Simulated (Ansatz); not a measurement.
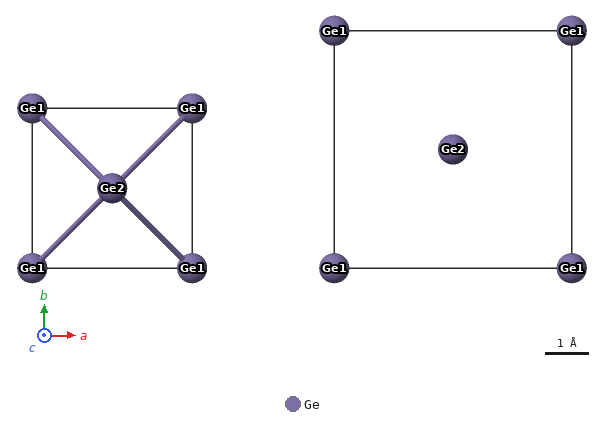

Two geometries of solid Ge (a generated structure, set up in I4/mmm) (coarse preliminary run), drawn at one scale. One is the start of a relaxation, the other its converged end. Style: ball-and-stick. Shown: the conventional cell (2 times the calculation's cell), along the c axis. Lengths and directions refer to the drawn axes.

Theory: Ansatz 0.2.0, DFT PBE, scalar-relativistic, plane waves, PAW. Settings: plane-wave cutoff 420 eV; k-point mesh 4 × 4 × 4; occupations gaussian; smearing width 0.1 eV; no spin polarisation; cell and atoms relaxed; force threshold 0.04 eV/Å; at most 70 steps.

> Which one is relaxed?

The left one is the relaxed one. After 12 accepted moves (15 points after the start) the energy has fallen by 998 meV per atom. The largest force component goes from 1.1 to 0.00082 eV/Å. Pressure: 4.26 GPa at the start and 0.01 GPa at the end. The line search rejected the trial step at point 8 of the run. At 2 points the geometry stayed and the basis and grid were re-selected for the new cell (energy shift of 9.3 meV per atom at most each time). The largest moves relative to the cell, 0.062 Å, are those of Ge atoms. Cell: a = b 5.544 → 3.732 Å (−32.7 %), c 6.861 → 8.442 Å (+23.0 %). Volume −44.2 %. Near-neighbour distances that change, for instance: Ge–Ge 4.098 → 2.990 Å, Ge–Ge 4.057 → 2.991 Å, Ge–Ge 2.237 → 2.814 Å, Ge–Ge 2.387 → 2.813 Å. The space group stays I4/mmm (No. 139).
